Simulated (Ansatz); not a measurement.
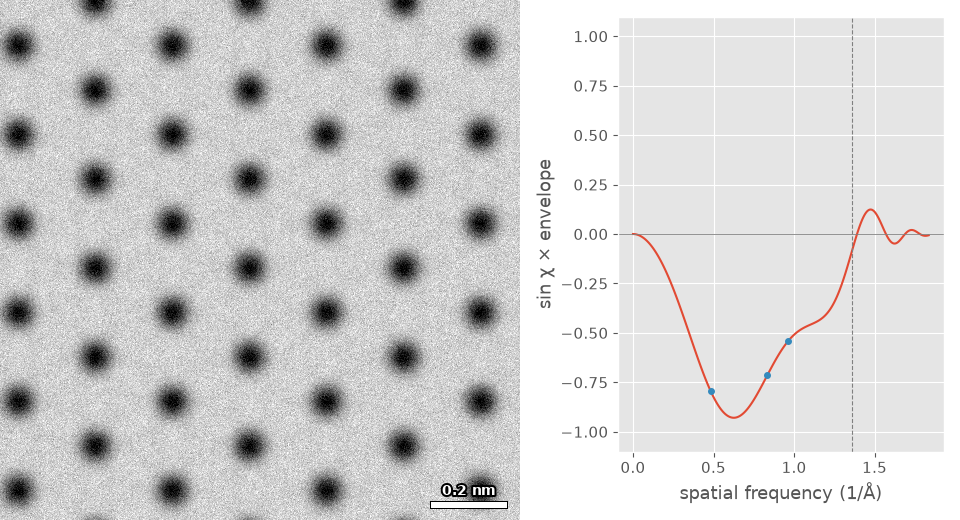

Phase-contrast TEM-like image of W (Fd-3m, No. 227) along [111]. Simulated in the weak-phase-object approximation with neutral-atom potentials: 300 kV, Cs = 20 µm, defocus −75 Å (negative is underfocus), defocus spread 15 Å, aperture 1.36 1/Å. Shot noise was added. Atomic positions: the geometry given to an electronic-structure calculation, possibly off equilibrium; the starting structure was generated, so it need not be a known form of this composition.

The plot gives the contrast transfer function, the aperture (dashed) and the crystal's spatial frequencies that carry visible contrast (dots).

What point resolution do these settings give, and which lattice spacings pass?

About 0.7 Å (0.66 |Cs|^(1/4) λ^(3/4) with λ = 0.0197 Å). The spacings that carry visible contrast are {220} at 2.07 Å, {422} at 1.20 Å, {440} at 1.04 Å.

Do the atom columns appear dark or bright, and why?

Dark. With positive Cs and underfocus sin χ is negative over the pass band, so the strongest columns (W) come out darker than the background.
